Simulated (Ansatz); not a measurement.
# Run report: MoTe$_{2}$, geometry relaxation (part 1 of 2)

MoTe$_{2}$ (P6₃/mmc, 6 atoms in the cell), computed with DFT PBE+D3(BJ), scalar-relativistic, plane waves, PAW, no spin polarisation (Ansatz 0.2.0).

The structure derives from an entry of the Crystallography Open Database. Figures and captions count atoms from 1; the log counts them from 0 in places.

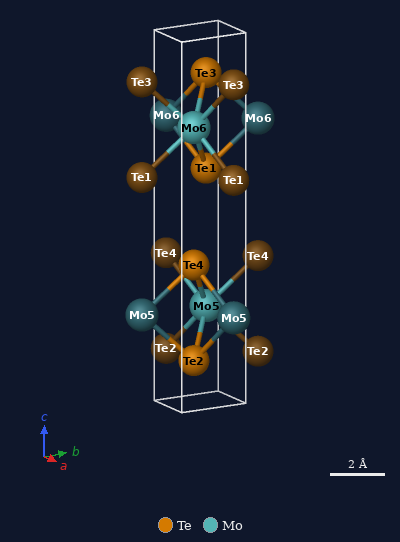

The input geometry (ball-and-stick view of the cell of the calculation, seen slightly off an axis; neighbours outside the cell are drawn fainter; atoms are numbered from 1 in the order of the input). Near neighbours in the crystal (not all of them lie inside the picture): Te has 3 Mo at 2.72 Å; Mo has 6 Te at 2.72 Å.

Key numbers:

```csv
quantity,value
outcome,converged
space group (tolerance 0.01 Å),P6₃/mmc (194)
electrons treated,92
free energy,−37836.6380 eV
Fermi energy,13.419 eV
gap on the k-point mesh,0.65 eV
pressure,−0.01 GPa
final volume,145.05 Å³
largest force (length of the vector) at the end,0.005 eV/Å
final cell,"a = 3.496 Å, b = 3.496 Å, c = 13.701 Å, α = 90.00°, β = 90.00°, γ = 120.00°"
hardware,"2 threads of Arm Neoverse V1, 24 GiB of memory available, shared host"
wall time,60 s (CPU time 2 min)
peak memory,0.58 GiB
```

Input:
```yaml
crystal:
  lattice:
    - [3.5182, 0.0, 0.0]
    - [-1.7591, 3.0468505756, 0.0]
    - [0.0, 0.0, 13.9736]
  atoms:
    - { symbol: Te, position: [0.3333333333, 0.6666666667, 0.621] }
    - { symbol: Te, position: [0.6666666667, 0.3333333333, 0.121] }
    - { symbol: Te, position: [0.3333333333, 0.6666666667, 0.879] }
    - { symbol: Te, position: [0.6666666667, 0.3333333333, 0.379] }
    - { symbol: Mo, position: [0.3333333333, 0.6666666667, 0.25] }
    - { symbol: Mo, position: [0.6666666667, 0.3333333333, 0.75] }
basis:
  ecutwfc: 420
kpoints:
  mp_grid: { grid: [12, 12, 2] }
hamiltonian:
  xc: pbe
  dispersion: d3bj
scf:
  occupations: { method: gaussian, width: 0.02 }
output:
  forces: true
  stress: true
  eigenvalues: true
  write_density: true
  write_potential: true
  elf: true
  volumetric_format: npy
relax:
  adjacent_minimum: "off"
  f_tol: 0.005
  max_steps: 80
  cell: { stress_tol: 0.05 }
```

Run as:
```bash
ansatz run input.yaml --threads 2 --pin off --max-ram 5120MiB --backend cpu --events-out ev --progress --plain --runs-dir out
```

Log:
```
Engine: ansatz 0.2.0, aarch64-unknown-linux-gnu
Pseudopotentials: kind: paw
Pseudopotential: Te, paw, valence charge 16, recommended cutoff 420 eV (normal), Te.paw.azcp
Pseudopotential: Mo, paw, valence charge 14, recommended cutoff 420 eV (normal), Mo.paw.azcp
Functional definition: PBE
  parameter kappa = 0.804
  parameter beta = 0.06672455060314922
  exchange = pbe_x(kappa = kappa, mu = beta*pi^2/3)
  correlation = pbe_c(beta = beta)
Crystal: 6 atoms, lattice volume = 149.789 Å³
Basis set: ecut = 420 eV, 2909 PW (Γ), exchange–correlation on 48×48×192 points (8 copies of the dense FFT grid, shifted against one another)
Bands: 56, of which v1, the nominal top of the filled ones, is band 46 counted from 1 (45 counted from 0)
Symmetry: 24 space group operations
Space group: P63/mmc (ITA 194), of the structure as read, at distance tolerance 5.3e-5 Å
k-points: 38 of 288
Non-local potential: Te, projectors of the file, l = 0: 2, l = 1: 2, l = 2: 2, l = 3: 2
Non-local potential: Mo, projectors of the file, l = 0: 3, l = 1: 2, l = 2: 2, l = 3: 1
PAW form: soft (Blöchl's): semilocal exchange-correlation on the pseudo side does not see the compensation charge
PAW one-centre angular grid: Te, 590 points (default); XC on 64 Gauss nodes
PAW one-centre angular grid: Mo, 590 points (default); XC on 64 Gauss nodes
Initial density: superposition of atomic densities (neutral atoms: chi_scale 0, normalization atom), corrected by the library's trained network
Initial wavefunctions: pseudopotential atomic-orbital guess
Functional: x = pbe(κ = 0.804, μ = 0.2195149727645171), c = pbe(β = 0.06672455060314922)
SCF iter   1: F=—  HF=-37836.602430 eV  |F-HF|=—  |Δ(HF+E_count)|=         —  Δρ=4.19e-3  dr2=8.78e-3  ethr=1.77e-3  ⟨swp⟩=7.9  Hψ=8359  notcnv=0  defer=3
preconditioner: auto → Resta (q_TF=auto, 2.515 Å⁻¹)  ε∞=6.9  [insulator: Δε(μ)=0.767 eV  Ē_g=7.480 eV  σ=0.020 eV  W_gap=1.00  n_scr=52 (ndim 8)  ℏωp=18.2 eV  f_vac=0.021  D(μ)=0.00/eV (n_scr^D=0)  ε∞_Penn≈6.9]
SCF iter   2: F=—  HF=-37836.610648 eV  |F-HF|=—  |Δ(HF+E_count)|=   8.22e-3  Δρ=2.48e-3  dr2=3.04e-3  ethr=9.54e-6  ⟨swp⟩=2.0  Hψ=3431  notcnv=0  defer=104
SCF iter   3: F=—  HF=-37836.614765 eV  |F-HF|=—  |Δ(HF+E_count)|=   4.12e-3  Δρ=1.01e-3  dr2=2.77e-3  ethr=3.31e-6  ⟨swp⟩=2.0  Hψ=2892  notcnv=0  defer=104
SCF iter   4: F=—  HF=-37836.614919 eV  |F-HF|=—  |Δ(HF+E_count)|=   1.54e-4  Δρ=1.25e-4  dr2=1.93e-5  ethr=3.01e-6  ⟨swp⟩=2.0  Hψ=2395  notcnv=0  defer=104
SCF iter   5: F=—  HF=-37836.615002 eV  |F-HF|=—  |Δ(HF+E_count)|=   8.34e-5  Δρ=5.23e-5  dr2=4.51e-6  ethr=2.10e-8  ⟨swp⟩=2.4  Hψ=3267  notcnv=0  defer=104
SCF iter   6: F=—  HF=-37836.615012 eV  |F-HF|=—  |Δ(HF+E_count)|=   9.86e-6  Δρ=1.30e-5  dr2=3.17e-7  ethr=4.91e-9  ⟨swp⟩=2.0  Hψ=2702  notcnv=0  defer=104
SCF iter   7: F=-37836.615012 eV  HF=-37836.615012 eV  |F-HF|=1.69e-8  |Δ(HF+E_count)|=   3.70e-7  Δρ=4.23e-6  dr2=3.45e-8  ethr=1.09e-10  ⟨swp⟩=14.8  Hψ=14679  notcnv=0
SCF 1 converged in 7 iterations: F = -37836.615012 eV  dr2 = 3.45e-8
  greatest PAW one-centre occupation: 0.998 electrons in one spin orbital (limit 2), on the Mo atom at site 5 (counted from 0), in its partial waves of l = 0
relax step   1: F+E_penalty+E_count = -37836.61501244 eV  Δ(F+E_penalty+E_count) = +0.000e0 eV  max|allowed force component| = 1.664e-1 eV/Å  Δτ_max = 0.0000 Å  P = -0.529 GPa  Ω = 149.789 Å³  (7 SCF iters, dr2 threshold 1.00e-7 eV, accepted)
Crystal: 6 atoms, lattice volume = 134.934 Å³
Basis set: ecut = 420 eV, 2625 PW (Γ), exchange–correlation on 48×48×192 points (8 copies of the dense FFT grid, shifted against one another)
Initial density: handed on by an earlier stage of this run
Initial wavefunctions: those handed on with the density
iter 1 solved again at ethr=1.40e-4 eV; its pass at ethr=3.10e-3 eV (dr2=1.29e-1 eV) is discarded
SCF iter   1: F=—  HF=-37836.439384 eV  |F-HF|=—  |Δ(HF+E_count)|=         —  Δρ=9.93e-3  dr2=1.31e-1  ethr=1.40e-4  ⟨swp⟩=2.1  Hψ=10821  notcnv=0
preconditioner: auto → Resta (q_TF=auto, 2.560 Å⁻¹)  ε∞=7.2  [insulator: Δε(μ)=0.349 eV  Ē_g=7.681 eV  σ=0.020 eV  W_gap=1.00  n_scr=52 (ndim 8)  ℏωp=19.2 eV  f_vac=0.000  D(μ)=0.00/eV (n_scr^D=0)  ε∞_Penn≈7.2]
SCF iter   2: F=—  HF=-37836.418026 eV  |F-HF|=—  |Δ(HF+E_count)|=   2.14e-2  Δρ=5.75e-3  dr2=4.59e-2  ethr=1.40e-4  ⟨swp⟩=2.1  Hψ=2519  notcnv=0
SCF iter   3: F=—  HF=-37836.411013 eV  |F-HF|=—  |Δ(HF+E_count)|=   7.01e-3  Δρ=7.76e-4  dr2=1.06e-3  ethr=4.99e-5  ⟨swp⟩=2.5  Hψ=3077  notcnv=0
SCF iter   4: F=—  HF=-37836.411088 eV  |F-HF|=—  |Δ(HF+E_count)|=   7.58e-5  Δρ=2.06e-4  dr2=8.04e-5  ethr=1.15e-6  ⟨swp⟩=1.7  Hψ=2487  notcnv=0
SCF iter   5: F=—  HF=-37836.411087 eV  |F-HF|=—  |Δ(HF+E_count)|=   1.48e-6  Δρ=5.67e-5  dr2=8.92e-6  ethr=8.73e-8  ⟨swp⟩=2.6  Hψ=3403  notcnv=0
SCF iter   6: F=-37836.411089 eV  HF=-37836.411088 eV  |F-HF|=3.00e-7  |Δ(HF+E_count)|=   1.45e-6  Δρ=1.69e-5  dr2=5.82e-7  ethr=6.52e-10  ⟨swp⟩=9.5  Hψ=15199  notcnv=0
SCF 2 converged in 6 iterations: F = -37836.411089 eV  dr2 = 5.82e-7
relax step   2: F+E_penalty+E_count = -37836.41108871 eV  Δ(F+E_penalty+E_count) = +2.039e-1 eV  max|allowed force component| = 8.421e-1 eV/Å  Δτ_max = 0.1719 Å  P = +1.340 GPa  Ω = 134.934 Å³  energy of the carried Pulay correction = +3.065e-3 eV  (6 SCF iters, dr2 threshold 6.00e-7 eV, rejected (line search))
Crystal: 6 atoms, lattice volume = 146.477 Å³
Basis set: ecut = 420 eV, 2837 PW (Γ), exchange–correlation on 48×48×192 points (8 copies of the dense FFT grid, shifted against one another)
iter 1 solved again at ethr=1.09e-4 eV; its pass at ethr=3.10e-3 eV (dr2=1.01e-1 eV) is discarded
SCF iter   1: F=—  HF=-37836.657244 eV  |F-HF|=—  |Δ(HF+E_count)|=         —  Δρ=7.90e-3  dr2=1.02e-1  ethr=1.09e-4  ⟨swp⟩=2.2  Hψ=10477  notcnv=0
preconditioner: auto → Resta (q_TF=auto, 2.525 Å⁻¹)  ε∞=7.1  [insulator: Δε(μ)=0.737 eV  Ē_g=7.482 eV  σ=0.020 eV  W_gap=1.00  n_scr=52 (ndim 8)  ℏωp=18.4 eV  f_vac=0.014  D(μ)=0.00/eV (n_scr^D=0)  ε∞_Penn≈7.1]
SCF iter   2: F=—  HF=-37836.640768 eV  |F-HF|=—  |Δ(HF+E_count)|=   1.65e-2  Δρ=4.09e-3  dr2=3.48e-2  ethr=1.09e-4  ⟨swp⟩=2.2  Hψ=2897  notcnv=0
SCF iter   3: F=—  HF=-37836.637389 eV  |F-HF|=—  |Δ(HF+E_count)|=   3.38e-3  Δρ=2.48e-3  dr2=9.43e-3  ethr=3.78e-5  ⟨swp⟩=2.9  Hψ=2892  notcnv=0
SCF iter   4: F=—  HF=-37836.636242 eV  |F-HF|=—  |Δ(HF+E_count)|=   1.15e-3  Δρ=3.98e-4  dr2=2.65e-4  ethr=1.03e-5  ⟨swp⟩=2.0  Hψ=3006  notcnv=0
SCF iter   5: F=—  HF=-37836.636304 eV  |F-HF|=—  |Δ(HF+E_count)|=   6.19e-5  Δρ=1.22e-4  dr2=3.19e-5  ethr=2.88e-7  ⟨swp⟩=2.1  Hψ=2730  notcnv=0
SCF iter   6: F=—  HF=-37836.636360 eV  |F-HF|=—  |Δ(HF+E_count)|=   5.64e-5  Δρ=4.08e-5  dr2=6.58e-6  ethr=3.46e-8  ⟨swp⟩=2.0  Hψ=2792  notcnv=0
SCF iter   7: F=—  HF=-37836.636361 eV  |F-HF|=—  |Δ(HF+E_count)|=   8.98e-7  Δρ=8.77e-6  dr2=1.50e-7  ethr=7.15e-9  ⟨swp⟩=2.0  Hψ=2672  notcnv=0
SCF iter   8: F=—  HF=-37836.636361 eV  |F-HF|=—  |Δ(HF+E_count)|=   1.85e-7  Δρ=2.38e-6  dr2=9.88e-9  ethr=1.63e-10  ⟨swp⟩=2.0  Hψ=2812  notcnv=0
SCF iter   9: F=—  HF=-37836.636361 eV  |F-HF|=—  |Δ(HF+E_count)|=   7.67e-9  Δρ=5.17e-7  dr2=3.97e-10  ethr=1.07e-11  ⟨swp⟩=2.0  Hψ=2788  notcnv=0
SCF iter  10: F=-37836.636361 eV  HF=-37836.636361 eV  |F-HF|=7.28e-12  |Δ(HF+E_count)|=  2.26e-10  Δρ=9.99e-8  dr2=1.73e-11  ethr=1.00e-12  ⟨swp⟩=7.4  Hψ=9977  notcnv=0
SCF 3 converged in 10 iterations: F = -37836.636361 eV  dr2 = 1.73e-11
relax step   3: F+E_penalty+E_count = -37836.63636106 eV  Δ(F+E_penalty+E_count) = -2.135e-2 eV  max|allowed force component| = 3.021e-3 eV/Å  Δτ_max = 0.0368 Å  P = -0.340 GPa  Ω = 146.477 Å³  energy of the carried Pulay correction = +6.566e-4 eV  (10 SCF iters, accepted)
Crystal: 6 atoms, lattice volume = 144.985 Å³
Basis set: ecut = 420 eV, 2835 PW (Γ), exchange–correlation on 48×48×192 points (8 copies of the dense FFT grid, shifted against one another)
iter 1 solved again at ethr=1.67e-6 eV; its pass at ethr=3.10e-3 eV (dr2=1.53e-3 eV) is discarded
SCF iter   1: F=—  HF=-37836.639194 eV  |F-HF|=—  |Δ(HF+E_count)|=         —  Δρ=9.67e-4  dr2=1.35e-3  ethr=1.67e-6  ⟨swp⟩=2.7  Hψ=11634  notcnv=0
preconditioner: auto → Resta (q_TF=auto, 2.529 Å⁻¹)  ε∞=7.0  [insulator: Δε(μ)=0.652 eV  Ē_g=7.532 eV  σ=0.020 eV  W_gap=1.00  n_scr=52 (ndim 8)  ℏωp=18.5 eV  f_vac=0.009  D(μ)=0.00/eV (n_scr^D=0)  ε∞_Penn≈7.0]
SCF iter   2: F=—  HF=-37836.639001 eV  |F-HF|=—  |Δ(HF+E_count)|=   1.93e-4  Δρ=5.59e-4  dr2=4.79e-4  ethr=1.47e-6  ⟨swp⟩=1.0  Hψ=2128  notcnv=0
SCF iter   3: F=—  HF=-37836.638947 eV  |F-HF|=—  |Δ(HF+E_count)|=   5.39e-5  Δρ=7.84e-5  dr2=1.28e-5  ethr=5.21e-7  ⟨swp⟩=2.1  Hψ=2552  notcnv=0
SCF iter   4: F=—  HF=-37836.638948 eV  |F-HF|=—  |Δ(HF+E_count)|=   1.70e-6  Δρ=2.57e-5  dr2=1.39e-6  ethr=1.39e-8  ⟨swp⟩=2.3  Hψ=2771  notcnv=0
iter 5 did not close the SCF: its close was put off for the readings that it lacked (scf_convergence_deferred on its scf_iter line)
SCF iter   5: F=-37836.638949 eV  HF=-37836.638949 eV  |F-HF|=1.40e-8  |Δ(HF+E_count)|=   6.17e-7  Δρ=7.24e-6  dr2=1.88e-7  ethr=1.51e-9  ⟨swp⟩=2.0  Hψ=2760  notcnv=0
SCF iter   6: F=-37836.638949 eV  HF=-37836.638949 eV  |F-HF|=8.06e-9  |Δ(HF+E_count)|=   9.46e-8  Δρ=1.82e-6  dr2=6.15e-9  ethr=2.05e-10  ⟨swp⟩=7.1  Hψ=12584  notcnv=0
SCF 4 converged in 6 iterations: F = -37836.638949 eV  dr2 = 6.15e-9
relax step   4: F+E_penalty+E_count = -37836.63894906 eV  Δ(F+E_penalty+E_count) = -2.588e-3 eV  max|allowed force component| = 2.283e-2 eV/Å  Δτ_max = 0.0158 Å  P = -0.059 GPa  Ω = 144.985 Å³  energy of the carried Pulay correction = +9.573e-4 eV  (6 SCF iters, dr2 threshold 6.00e-7 eV, accepted)
Crystal: 6 atoms, lattice volume = 145.051 Å³
iter 1 solved again at ethr=2.21e-8 eV; its pass at ethr=3.10e-3 eV (dr2=2.04e-5 eV) is discarded
SCF iter   1: F=—  HF=-37836.639007 eV  |F-HF|=—  |Δ(HF+E_count)|=         —  Δρ=1.01e-4  dr2=1.97e-5  ethr=2.21e-8  ⟨swp⟩=2.9  Hψ=9322  notcnv=0
preconditioner: auto → Resta (q_TF=auto, 2.529 Å⁻¹)  ε∞=7.0  [insulator: Δε(μ)=0.654 eV  Ē_g=7.530 eV  σ=0.020 eV  W_gap=1.00  n_scr=52 (ndim 8)  ℏωp=18.5 eV  f_vac=0.010  D(μ)=0.00/eV (n_scr^D=0)  ε∞_Penn≈7.0]
SCF iter   2: F=—  HF=-37836.639020 eV  |F-HF|=—  |Δ(HF+E_count)|=   1.23e-5  Δρ=5.01e-5  dr2=6.03e-6  ethr=2.14e-8  ⟨swp⟩=2.0  Hψ=2466  notcnv=0
SCF iter   3: F=—  HF=-37836.639019 eV  |F-HF|=—  |Δ(HF+E_count)|=   6.07e-7  Δρ=3.09e-5  dr2=1.35e-6  ethr=6.55e-9  ⟨swp⟩=2.0  Hψ=2299  notcnv=0
SCF iter   4: F=—  HF=-37836.639019 eV  |F-HF|=—  |Δ(HF+E_count)|=   1.90e-7  Δρ=1.36e-5  dr2=2.72e-7  ethr=1.47e-9  ⟨swp⟩=1.7  Hψ=2311  notcnv=0
SCF iter   5: F=-37836.639019 eV  HF=-37836.639019 eV  |F-HF|=7.41e-9  |Δ(HF+E_count)|=   5.79e-8  Δρ=3.12e-6  dr2=1.81e-8  ethr=6.80e-11  ⟨swp⟩=7.8  Hψ=13690  notcnv=0
SCF 5 converged in 5 iterations: F = -37836.639019 eV  dr2 = 1.81e-8
relax step   5: F+E_penalty+E_count = -37836.63901891 eV  Δ(F+E_penalty+E_count) = -6.985e-5 eV  max|allowed force component| = 4.839e-3 eV/Å  Δτ_max = 0.0015 Å  P = -0.016 GPa  Ω = 145.051 Å³  energy of the carried Pulay correction = +9.439e-4 eV  (5 SCF iters, dr2 threshold 6.26e-8 eV, accepted)
Initial wavefunctions: pseudopotential atomic-orbital guess (no wavefunctions were taken with the density)
iter 1 solved again at ethr=1.09e-7 eV; its pass at ethr=3.10e-3 eV (dr2=1.00e-4 eV) is discarded
SCF iter   1: F=—  HF=-37836.638020 eV  |F-HF|=—  |Δ(HF+E_count)|=         —  Δρ=4.54e-5  dr2=4.33e-7  ethr=1.09e-7  ⟨swp⟩=4.0  Hψ=14324  notcnv=0
preconditioner: auto → Resta (q_TF=auto, 2.529 Å⁻¹)  ε∞=7.0  [insulator: Δε(μ)=0.653 eV  Ē_g=7.530 eV  σ=0.020 eV  W_gap=1.00  n_scr=52 (ndim 8)  ℏωp=18.5 eV  f_vac=0.010  D(μ)=0.00/eV (n_scr^D=0)  ε∞_Penn≈7.0]
SCF iter   2: F=—  HF=-37836.638033 eV  |F-HF|=—  |Δ(HF+E_count)|=   1.30e-5  Δρ=2.32e-5  dr2=1.10e-7  ethr=4.71e-10  ⟨swp⟩=2.0  Hψ=3771  notcnv=0
SCF iter   3: F=—  HF=-37836.638034 eV  |F-HF|=—  |Δ(HF+E_count)|=   1.46e-7  Δρ=3.94e-6  dr2=6.32e-9  ethr=1.19e-10  ⟨swp⟩=2.0  Hψ=3848  notcnv=0
SCF iter   4: F=—  HF=-37836.638034 eV  |F-HF|=—  |Δ(HF+E_count)|=   4.68e-9  Δρ=1.08e-6  dr2=4.41e-9  ethr=6.87e-12  ⟨swp⟩=2.0  Hψ=2749  notcnv=0
SCF iter   5: F=—  HF=-37836.638034 eV  |F-HF|=—  |Δ(HF+E_count)|=  5.31e-10  Δρ=3.19e-7  dr2=1.91e-10  ethr=4.79e-12  ⟨swp⟩=2.0  Hψ=2277  notcnv=0
SCF iter   6: F=-37836.638034 eV  HF=-37836.638034 eV  |F-HF|=0.00e0  |Δ(HF+E_count)|=    0.00e0  Δρ=7.61e-8  dr2=1.69e-11  ethr=1.00e-12  ⟨swp⟩=6.5  Hψ=9156  notcnv=0
SCF 6 converged in 6 iterations: F = -37836.638034 eV  dr2 = 1.69e-11
relax step   6: F+E_penalty+E_count = -37836.63803353 eV  Δ(F+E_penalty+E_count) = +9.854e-4 eV  max|allowed force component| = 4.762e-3 eV/Å  Δτ_max = 0.0000 Å  P = -0.014 GPa  Ω = 145.051 Å³  stress off target by 3.73e-2 GPa  SCF on the basis re-selected at this cell (its energy is not comparable with the rows above)  (6 SCF iters)
```

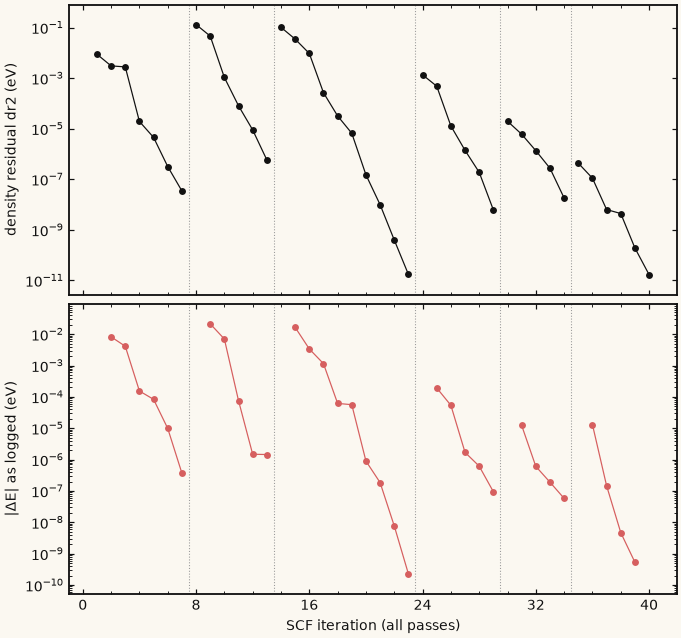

Convergence of the self-consistent field: density residual dr2 and size of the energy change against the SCF iteration. The dotted lines part the SCF passes of the relaxation: geometry steps, rejected trials and re-solves on a re-selected basis. The 6 passes take 5 to 10 iterations each, 40 in all.

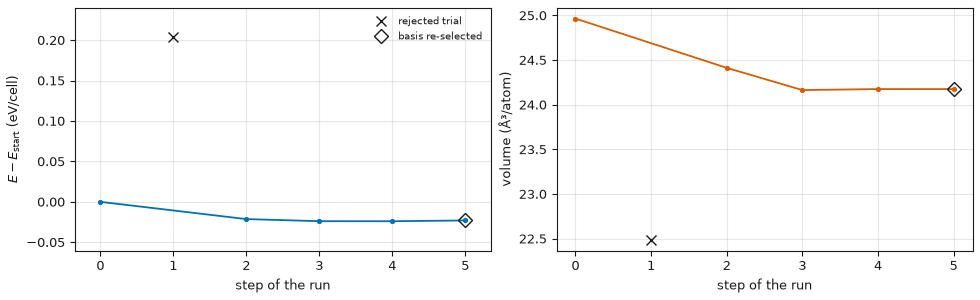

Progress of the relaxation, step by step (the first geometry is step 0 here and step 1 in the log).
